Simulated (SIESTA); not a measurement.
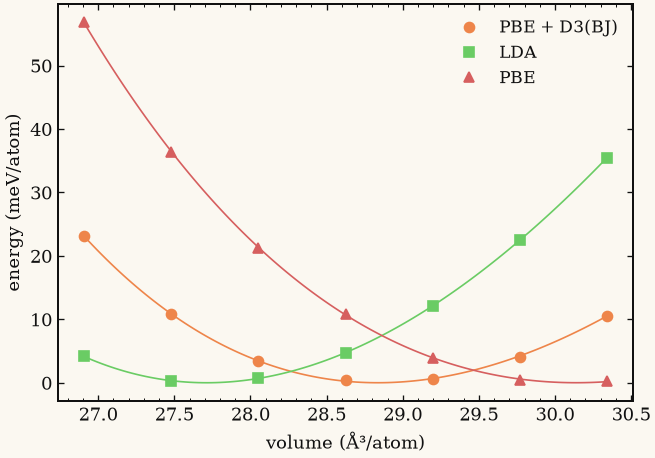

The plot gives the computed energy against volume, with one curve for each functional, for GaSb (space group F-43m).

Calculation (SIESTA 5.4.2): DFT in numerical atomic orbitals with pseudopotentials, no spin polarisation; energies at scaled volumes of the given cell, shape and fractions fixed, counted from the fit's minimum, third-order Birch-Murnaghan fit. All runs: no spin polarisation.

```tsv
setting	value
k mesh	8×8×8
occupations	Fermi–Dirac
smearing width	0.05 eV
potentials	PseudoDojo 0.4 standard, converted to PSML, two zetas on semicore shells
```

**Order the curves by fitted equilibrium volume, smallest first.**

LDA 27.712, PBE + D3(BJ) 28.836, PBE 30.139 Å³/atom.

**Order the curves by fitted bulk modulus, smallest first.**

PBE 39.6, PBE + D3(BJ) 48.5, LDA 53.7 GPa.

Keep in mind: mulliken charges of long orbitals.
